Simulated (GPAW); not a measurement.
System: BP (space group F-43m).

Computed with GPAW 26.7.0: PAW DFT in plane waves, on a grid or in atomic orbitals, no spin polarisation; energies at scaled volumes of the given cell, shape and fractions fixed, counted from the fit's minimum, third-order Birch-Murnaghan fit. All runs: no spin polarisation.

| setting | value |
| --- | --- |
| k mesh | 10×10×10 |
| occupations | Fermi–Dirac |
| smearing width | 0.05 eV |
| wave cutoff | 800 eV |

Settings that differ: r2SCAN: potentials GPAW-PAW-data-sets-(gpaw-data-1.2.1); PBEsol: potentials PAW-data-sets-made-by gpaw-setup-for-the-functional.

Describe the result: the energy against volume, with one curve for each functional. The cases: r2SCAN; PBEsol.

The fitted equilibrium volumes, smallest first, are PBEsol 11.570, r2SCAN 11.697 Å³/atom. The fitted bulk moduli, smallest first, are r2SCAN 169.4, PBEsol 169.7 GPa.

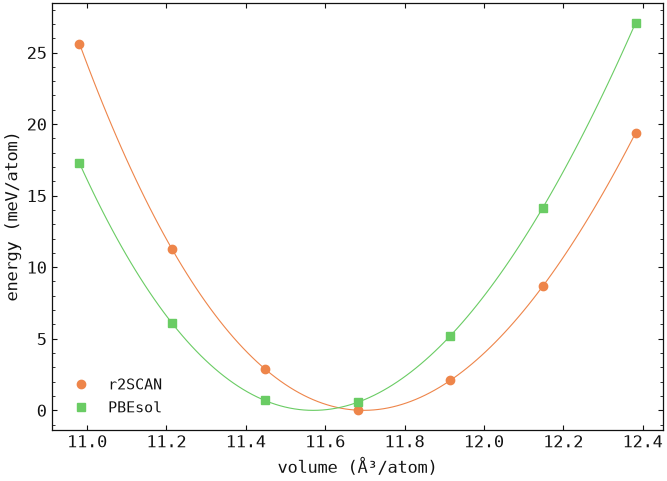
